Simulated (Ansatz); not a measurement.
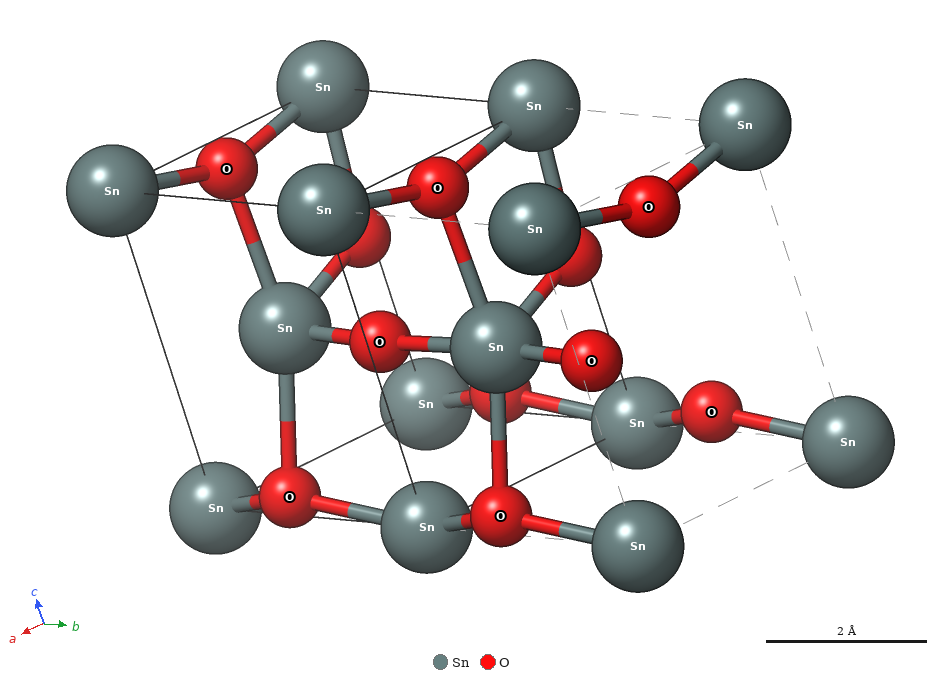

This ball-and-stick model is shown from a general direction. A block of 1×2×1 cells is shown, with one unit cell in solid outline. Cell: a = 3.810 Å, b = 3.810 Å, c = 5.552 Å, α = 74.45°, β = 70.35°, γ = 89.98°.

- The compound is SnO₂.
- No point symmetry survives, so the space group is P1.
- The cell comprises 2 formula units: 2 Sn, 4 O.

The model was built from a structure listed in the Materials Project. The cell was then strained or its atoms displaced on purpose. Ansatz was used for an electronic-structure calculation on it.

At this level of theory the run's own cell isn't at rest (compressed, at 24 GPa and forces up to 5.8 eV/Å), so its distances can differ from those at equilibrium, the more so the softer the solid.
